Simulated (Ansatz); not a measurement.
HfSiO4

The calculation's input:

```
crystal:
  lattice:
    - [3.1788135854, 0.008619902, 0.0015740332]
    - [0.0172398039, 6.3848602327, -0.0010741415]
    - [0.0030051714, -0.0010253847, 6.0364345966]
  atoms:
    - { symbol: Hf, position: [-0.0232128773, -0.0231540538, -0.0229393833] }
    - { symbol: Si, position: [0.5226986137, 0.2577700542, 0.5005340602] }
    - { symbol: O, position: [0.4937949266, 0.2486998879, 0.8258648142] }
    - { symbol: O, position: [0.5010250422, 0.2356354409, 0.2036567786] }
    - { symbol: O, position: [0.5006431773, -0.002959824, 0.4697456107] }
    - { symbol: O, position: [0.0233000509, 0.2292453534, 0.4891506066] }
    - { symbol: Hf, position: [0.046964877, 0.5047554616, 0.0039348166] }
    - { symbol: Si, position: [0.4679517885, 0.7758695843, 0.5124820263] }
    - { symbol: O, position: [0.475785756, 0.7182940025, 0.8152988163] }
    - { symbol: O, position: [0.5459714209, 0.7263435605, 0.17649143] }
    - { symbol: O, position: [0.5167565515, 0.5398807031, 0.4839477626] }
    - { symbol: O, position: [0.0231575728, 0.7593291564, 0.495959502] }
kpoints:
  mp_grid: { grid: [6, 4, 4] }
hamiltonian:
  xc: pbesol
scf:
  occupations: { method: fermi_dirac, width: 0.05 }
relax:
  f_tol: 0.01
  cell: {}
  max_steps: 120
output:
  write_density: true
  write_potential: true
  elf: true
  volumetric_format: npy
```

Below, planes, directions and counts refer to the conventional cell (a = 9.85 Å, b = 3.56 Å, c = 6.74 Å, α = 90.00°, β = 97.34°, γ = 90.00°).

The fields are those of the relaxed geometry.

Space group Cm; a structure from a database of computed crystals, not necessarily the ambient phase; started from the RbAlF4-123 prototype, which need not be the ambient phase; changed on purpose from its base cell (shaken).

All numbers below come from Ansatz, DFT, PBEsol, plane waves, PAW.

### Predict the valence pseudo-density and electron localisation function between the atoms.

Si–O (1.78 Å): ρ at the midpoint is about 0.87 e/Å³; the ELF peaks at about 0.85 between the atoms.

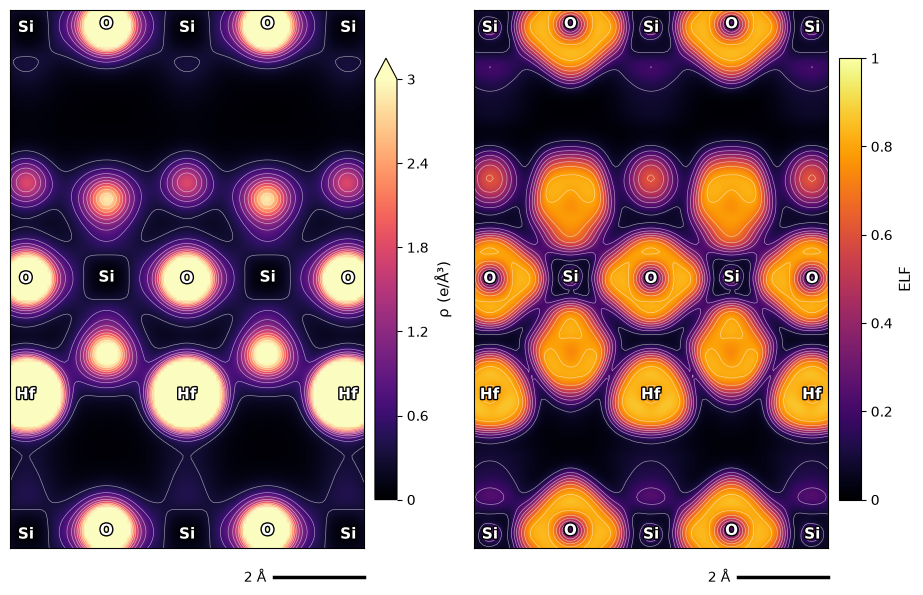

Computed valence pseudo-density and electron localisation function on the (101̄) plane of the conventional cell, in this order. Atoms just off the plane (O, 0.4 Å away and Hf, 0.8 Å away) can leave unmarked features too.
